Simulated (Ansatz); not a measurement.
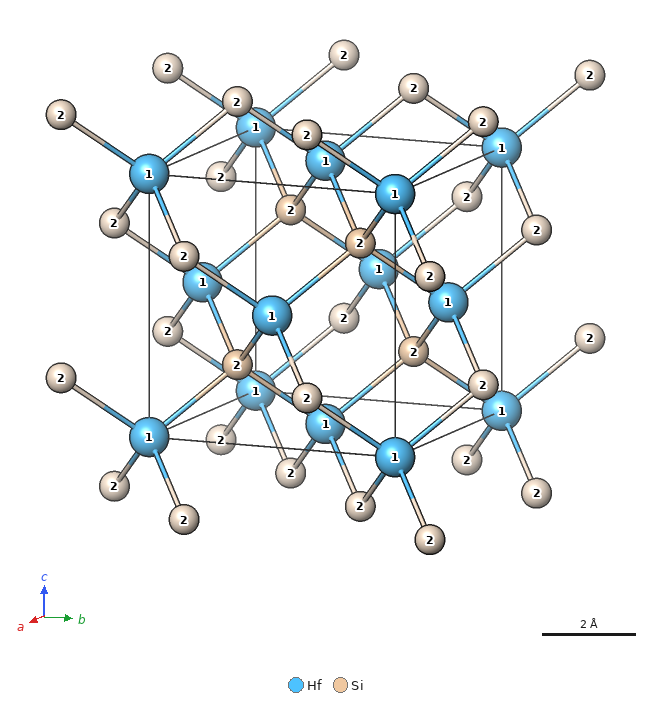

*The input geometry (ball-and-stick view of the cell 4 times as large as that of the calculation, set on its symmetry axes, seen slightly off an axis; neighbours outside the cell are drawn fainter; atoms are numbered from 1 in the order of the input). An atom can appear more than once, as a periodic image.*

Run report: HfSi, single-point calculation

- system: HfSi (2 atoms in the cell)
- method: DFT LDA, scalar-relativistic, plane waves, PAW, no spin polarisation (Ansatz 0.2.0)

Figures and captions count atoms from 1; the log counts them from 0 in places.

Input
```yaml
crystal:
  lattice:
    - [0.0, 2.9101917669, 2.9101917669]
    - [2.9101917669, 0.0, 2.9101917669]
    - [2.9101917669, 2.9101917669, 0.0]
  atoms:
    - { symbol: Hf, position: [0.0, 0.0, 0.0] }
    - { symbol: Si, position: [0.25, 0.25, 0.25] }
basis:
  ecutwfc: 420
kpoints:
  mp_grid: { grid: [6, 6, 6] }
hamiltonian:
  xc: lda
scf:
  occupations: { method: gaussian, width: 0.05 }
output:
  forces: true
  stress: true
  eigenvalues: true
```

Hardware: 1 thread of Intel Xeon (Emerald Rapids), 144 GiB of memory available, shared host.

Launched with:
```bash
ansatz run input.yaml --threads 1 --pin off --max-ram 1228MiB --backend cpu --events-out ev --progress --plain --runs-dir out
```

Log
```
Engine: ansatz 0.2.0, x86_64-unknown-linux-gnu
Pseudopotentials: kind: paw
Pseudopotential: Hf, paw, valence charge 26, recommended cutoff 420 eV (normal), Hf.paw.azcp
Pseudopotential: Si, paw, valence charge 4, recommended cutoff 420 eV (normal), Si.paw.azcp
Functional definition: SPW92
  exchange = slater_x
  correlation = pw_c
Crystal: 2 atoms, lattice volume = 49.294 Å³
Basis set: ecut = 420 eV, 941 PW (Γ)
Bands: 19, of which v1, the nominal top of the filled ones, is band 15 counted from 1 (14 counted from 0)
Symmetry: 24 space group operations
Space group: F-43m (ITA 216), of the structure as read, at distance tolerance 3.7e-5 Å
k-points: 16 of 216 (time reversal used)
Non-local potential: Hf, projectors of the file, l = 0: 3, l = 1: 2, l = 2: 2, l = 3: 3
Non-local potential: Si, projectors of the file, l = 0: 2, l = 1: 2, l = 2: 2
PAW form: soft (Blöchl's): semilocal exchange-correlation on the pseudo side does not see the compensation charge
PAW frozen core: Hf, regenerated for the run's functional, and the local potential with it (the file was generated under x = pbe(κ = 0.804, μ = 0.2195149727645171), c = pbe(β = 0.06672455060314922))
PAW frozen core: Si, regenerated for the run's functional, and the local potential with it (the file was generated under x = pbe(κ = 0.804, μ = 0.2195149727645171), c = pbe(β = 0.06672455060314922))
PAW one-centre angular grid: Hf, 590 points (default); XC on 64 Gauss nodes
PAW one-centre angular grid: Si, 110 points (default); XC on 64 Gauss nodes
Initial density: superposition of atomic densities (neutral atoms: chi_scale 0, normalization atom), corrected by the library's trained network
Initial wavefunctions: pseudopotential atomic-orbital guess
Functional: x = slater, c = lda
SCF iter   1: F=—  HF=-16084.241912 eV  |F-HF|=—  |Δ(HF+E_count)|=         —  Δρ=5.01e-3  dr2=1.29e-2  ethr=1.77e-3  ⟨swp⟩=5.4  Hψ=1358  notcnv=0
preconditioner: auto → none  [insulator: Δε(μ)=0.135 eV  Ē_g=11.349 eV  σ=0.050 eV  W_gap=0.52  n_scr=14 (ndim 8)  ℏωp=24.8 eV  f_vac=0.001  D(μ)=0.71/eV (n_scr^D=0)  ε∞_Penn≈5.8]
SCF iter   2: F=—  HF=-16084.239385 eV  |F-HF|=—  |Δ(HF+E_count)|=   2.53e-3  Δρ=2.65e-3  dr2=2.52e-3  ethr=4.30e-5  ⟨swp⟩=2.9  Hψ=657  notcnv=0
SCF iter   3: F=—  HF=-16084.239001 eV  |F-HF|=—  |Δ(HF+E_count)|=   3.84e-4  Δρ=6.68e-4  dr2=1.99e-4  ethr=8.40e-6  ⟨swp⟩=2.0  Hψ=540  notcnv=0
SCF iter   4: F=—  HF=-16084.238779 eV  |F-HF|=—  |Δ(HF+E_count)|=   2.22e-4  Δρ=1.48e-4  dr2=7.24e-6  ethr=6.65e-7  ⟨swp⟩=2.0  Hψ=546  notcnv=0
SCF iter   5: F=—  HF=-16084.238774 eV  |F-HF|=—  |Δ(HF+E_count)|=   5.06e-6  Δρ=2.04e-5  dr2=1.99e-7  ethr=2.41e-8  ⟨swp⟩=2.0  Hψ=379  notcnv=0
SCF iter   6: F=-16084.238774 eV  HF=-16084.238774 eV  |F-HF|=1.25e-9  |Δ(HF+E_count)|=   1.25e-8  Δρ=6.14e-6  dr2=6.99e-9  ethr=3.33e-10  ⟨swp⟩=5.1  Hψ=1403  notcnv=0
SCF 1 converged in 6 iterations: F = -16084.238774 eV  dr2 = 6.99e-9
  greatest PAW one-centre occupation: 0.998 electrons in one spin orbital (limit 2), on the Hf atom at site 0 (counted from 0), in its partial waves of l = 3
SCF converged after 6 iterations
Free energy (F): -16084.238774 eV
Harris-Foulkes:  -16084.238774 eV  (|F-HF|=1.25e-9)
Internal energy: -16084.237827 eV  (E = F + TS)
E sigma→0 (E₀):  -16084.238301 eV
Entropy (-TS):   -0.000947 eV (-0.474 meV/atom)
Fermi energy:    10.197229 eV
--- Per-component energies (eV) ---
  E_band       = -192.275858
  E_kinetic    = 465.133530
  E_local      = -6834.393776  (includes V_loc(G=0)·N_el)
  E_nonlocal   = -1203.710565
  E_hartree    = 3140.692206
  E_xc         = -351.640833
  E_vxc        = -312.621336  (∫ρ·V_xc dr)
  E_paw        = -7171.860007  (= ΣΔE_a)
  E_vpaw       = 1411.938195  (= ΣTr[D̂ρ^β])
  E_aug_tail   = 0.000005  (compensation charges beyond the density's cutoff)
  E_ewald      = -4130.999959
  E_core_change = 2.541573  (= ΣΔE_core)
  E_smearing   = -0.000947  (= −TS)
  E_closure    = -0.000000  (closes the sum)
  Σ components = -16084.238774   (vs F -16084.238774, Δ=0.00e0)
--- Forces (eV/Å), atoms counted from 1 ---
  atom   1  Hf     0.00000000    -0.00000000    -0.00000000
  atom   2  Si     0.00000000    -0.00000000     0.00000000
  max |Σ_I F_I| component: 5.37e-16 eV/Å
--- Stress (GPa, compression-positive) ---
        3.940248      -0.000000      -0.000000
       -0.000000       3.940248       0.000000
       -0.000000       0.000000       3.940248
  P = ⅓ Tr σ = 3.9402 GPa (39.402 kbar)
--- Band table (eV; the first three rows and the last of 16) ---
  k-point 0: bands = ["-51.7240", "-20.3904", "-20.3904", "-20.3904", "-1.7607", "-1.7554", "-1.7554", "-1.7554", "-1.7342", "-1.7342", "-1.7342", "1.5970", "8.7190", "8.7190", "8.7190", "11.8418", "11.8418", "14.7263", "17.3789"]
  k-point 1: bands = ["-51.7236", "-20.4057", "-20.3927", "-20.3927", "-1.7594", "-1.7543", "-1.7543", "-1.7522", "-1.7365", "-1.7365", "-1.7342", "1.9366", "8.2583", "8.8663", "8.8663", "11.7201", "11.7201", "15.4254", "16.1252"]
  k-point 2: bands = ["-51.7230", "-20.4362", "-20.3973", "-20.3973", "-1.7597", "-1.7523", "-1.7523", "-1.7438", "-1.7406", "-1.7406", "-1.7340", "2.7440", "7.5451", "9.0609", "9.0609", "11.9324", "11.9324", "13.3257", "16.2157"]
  k-point 15: bands = ["-51.7222", "-20.4421", "-20.4214", "-20.4132", "-1.7556", "-1.7509", "-1.7508", "-1.7434", "-1.7424", "-1.7418", "-1.7350", "3.9372", "7.2572", "8.8231", "9.9027", "10.3678", "12.0260", "12.7491", "13.7076"]
```

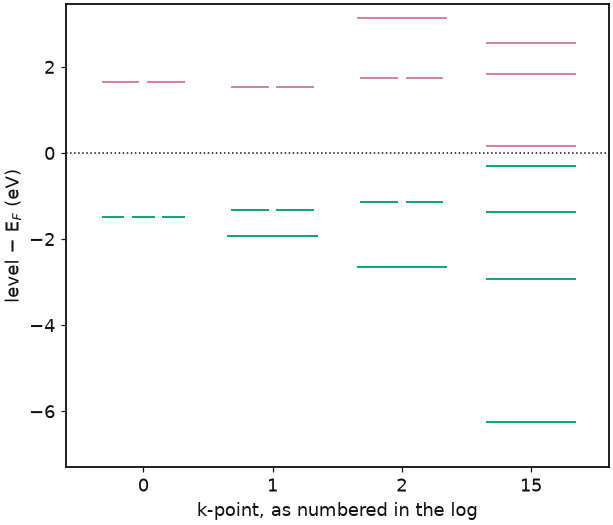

*Kohn–Sham levels near the Fermi level (dotted) at the few k-points that the log prints; levels within 0.02 eV of each other stand side by side.*

The system is metallic on the full mesh.

Summary

```tsv
quantity	value
outcome	converged
space group (tolerance 0.01 Å)	F-43m (216)
electrons treated	30
free energy	−16084.2388 eV
Fermi energy	10.197 eV
gap on the k-point mesh	none (metallic)
pressure	3.94 GPa
largest force (length of the vector)	under 0.001 eV/Å
wall time	1 s
peak memory	0.35 GiB
```

Remarks

Spin–orbit coupling is left out, which matters for Hf.
